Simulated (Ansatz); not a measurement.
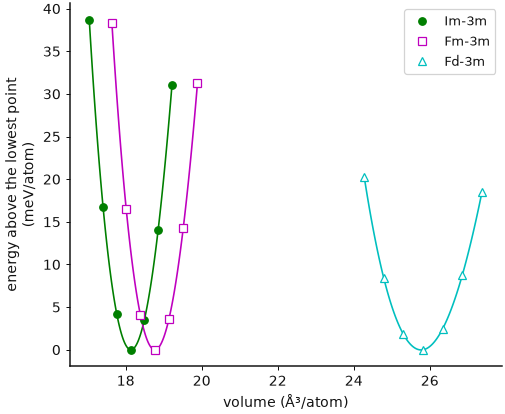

The figure shows the energy above the lowest point against volume, with one curve for each structure, for Nb. Each energy curve has its own zero, so the curves don't rank the structures.

Calculation (Ansatz 0.2.0 development build): equation of state of a cubic crystal from periodic Kohn-Sham density functional theory without spin, third-order Birch-Murnaghan fit to the free energies; pressure corrected for the finite basis. Level: PBE.

occupation method Fermi–Dirac; occupation width 0.06123 eV; wave cutoff 420 eV; datasets soft-1 PAW; density tolerance 1e−07 eV; density cutoff ratio 4; search for lower states default.

Settings that differ: Im-3m: k mesh 46×46×46, atoms in cell 1, lattice centring body-centred primitive, space group number 229, structure type bcc; Fm-3m: k mesh 22×22×22, atoms in cell 1, lattice centring face-centred primitive, space group number 225, structure type fcc; Fd-3m: k mesh 16×16×16, atoms in cell 2, lattice centring face-centred primitive, space group number 227, structure type diamond.

> Order the curves by fitted equilibrium volume, smallest first.

Im-3m 18.14, Fm-3m 18.77, Fd-3m 25.77 Å³/atom.

> Order the curves by fitted bulk modulus, smallest first.

Fd-3m 67, Fm-3m 164, Im-3m 170 GPa.

Limits of the calculation: cubic model structure, not the ambient form (Fm-3m, Fd-3m); modest k-mesh, values are not fully converged in k (Fm-3m).
